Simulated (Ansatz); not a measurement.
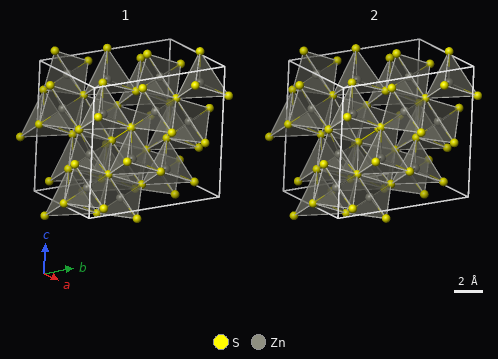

Two geometries of a defect cell of composition Zn₂₃S₂₅ (cell charge +1), drawn at one scale. One is the start of a relaxation, the other its converged end. The picture is a polyhedral view of the cell of the calculation (origin shifted), seen slightly off an axis.

Method: Ansatz, DFT PBE, scalar-relativistic, plane waves, PAW. (plane-wave cutoff 420 eV; k-point mesh 2 × 2 × 2; occupations gaussian; smearing width 0.01 eV; mesh shifted by (0.5, 0.5, 0.5); collinear spin; atoms relaxed in a fixed cell; force threshold 0.025 eV/Å; at most 45 steps)

Which of the two is the end point?

Answer. Structure 1 is the relaxed one. Case: S on a Zn site (b), charge +1, atoms relaxed at the host's cell. An S atom moves most: 0.27 Å along [1 1 1]. Largest moves by element: S 0.27 Å, Zn 0.07 Å. The cell stays as it was. Near-neighbour distances that change, for instance: S–Zn 2.437 → 2.509 Å, S–Zn 2.311 → 2.355 Å, S–Zn 2.303 → 2.338 Å, S–S 2.045 → 2.070 Å. Bond angles that change, for instance: S–S–Zn 102.3° → 106.8°, S–Zn–S 98.4° → 102.1°, Zn–S–Zn 115.6° → 112.0°. Over 3 geometry steps the energy falls by 0.207 eV per cell of the calculation. The largest force component goes from 0.64 to 0.011 eV/Å. The run took 110 s on 4 threads of Intel(R) Xeon(R) 6975P-C (Granite Rapids) (shared host), peak memory 4.6 GiB.

Limits of the set-up: the cell is charged, on a uniform background, and energies carry no finite-size correction.
